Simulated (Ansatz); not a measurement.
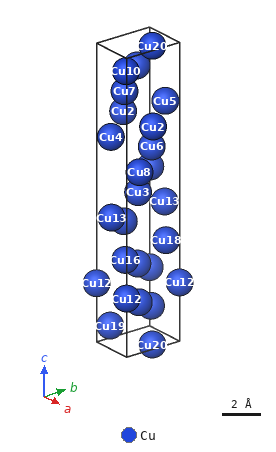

Starting structure of an interface cell of composition Cu. Style: spheres-only. Shown: the cell of the calculation (origin shifted), from a free direction.

Case: symmetric tilt boundary Sigma 5 (2 1 0), mirror between planes, shift [0, 0.5].

Theory: DFT PBE, scalar-relativistic, plane waves, PAW (Ansatz 0.2.0).

Input
```yaml
crystal:
  lattice:
    - [3.6297482978, 0.0, 0.0]
    - [-1.8148741489, 4.0581819676, 0.0]
    - [0.0, 0.0, 16.5327278703]
  atoms:
    - { symbol: Cu, position: [0.4, 0.8, 0.0736390631] }
    - { symbol: Cu, position: [0.2, 0.4, 0.2700098979] }
    - { symbol: Cu, position: [0.7, 0.4, 0.0245463544] }
    - { symbol: Cu, position: [0.5, 1.0, 0.2209171892] }
    - { symbol: Cu, position: [0.9, 0.8, 0.3191026066] }
    - { symbol: Cu, position: [0.8, 0.6, 0.1718244805] }
    - { symbol: Cu, position: [0.6, 0.2, 0.3681953153] }
    - { symbol: Cu, position: [0.1, 0.2, 0.1227317718] }
    - { symbol: Cu, position: [0.3, 0.6, 0.417288024] }
    - { symbol: Cu, position: [1.0, 1.0, 0.4663807327] }
    - { symbol: Cu, position: [0.4, 0.3, 0.917288024] }
    - { symbol: Cu, position: [0.2, 0.9, 0.7209171892] }
    - { symbol: Cu, position: [0.7, 0.9, 0.9663807327] }
    - { symbol: Cu, position: [0.5, 0.5, 0.7700098979] }
    - { symbol: Cu, position: [0.9, 0.3, 0.6718244805] }
    - { symbol: Cu, position: [0.8, 0.1, 0.8191026066] }
    - { symbol: Cu, position: [0.6, 0.7, 0.6227317718] }
    - { symbol: Cu, position: [0.1, 0.7, 0.8681953153] }
    - { symbol: Cu, position: [0.3, 0.1, 0.5736390631] }
    - { symbol: Cu, position: [0.0, 0.5, 0.5245463544] }
basis:
  ecutwfc: 420
kpoints:
  mp_grid: { grid: [10, 10, 2] }
hamiltonian:
  xc: pbe
scf:
  occupations: { method: gaussian, width: 0.1 }
output:
  forces: true
  stress: true
  eigenvalues: true
  populations: true
  write_density: true
  write_potential: true
  elf: true
  volumetric_format: npy
relax:
  adjacent_minimum: "off"
  f_tol: 0.02
  max_steps: 60
  cell: { fix: [a, b, alpha, beta, gamma], stress_tol: 0.1 }
```

Command:
```bash
ansatz run input.yaml --threads 4 --pin off --max-ram 11264MiB --backend cpu --events-out ev --progress --plain --runs-dir out
```

Where does the relaxation end?

The largest moves relative to the cell, 0.18 Å, are those of Cu3, Cu10, Cu13 and Cu20. Cu3 goes roughly along [3 2 1]. The volume changes by +3.0 %, with a unchanged at 3.630 Å, b unchanged at 4.446 Å, c 16.533 → 17.032 Å (+3.0 %). Some distances before and after: Cu10–Cu19 2.033 → 2.388 Å, Cu10–Cu20 2.422 → 2.562 Å, Cu11–Cu13 2.567 → 2.479 Å, Cu11–Cu18 2.567 → 2.492 Å. After 4 accepted moves (5 points after the start) the energy has fallen by 2.133 eV per cell of the calculation. The largest force component goes from 3.5 to 0.00049 eV/Å. Pressure: 6.18 GPa at the start and −0.85 GPa at the end. At 1 point the geometry stayed and the basis and grid were re-selected for the new cell (energy shift of 4.7 meV per cell of the calculation at most each time). The run took 18 min on 4 threads of Intel(R) Xeon(R) Processor @ 2.50GHz (Skylake/Cascade Lake), on a shared host, peak memory 4.4 GiB.

After the run, drawn alike:

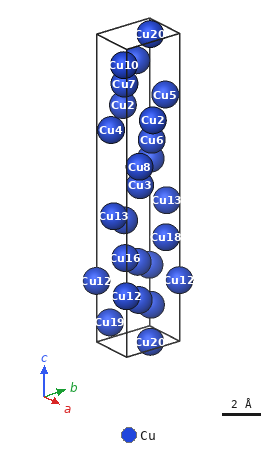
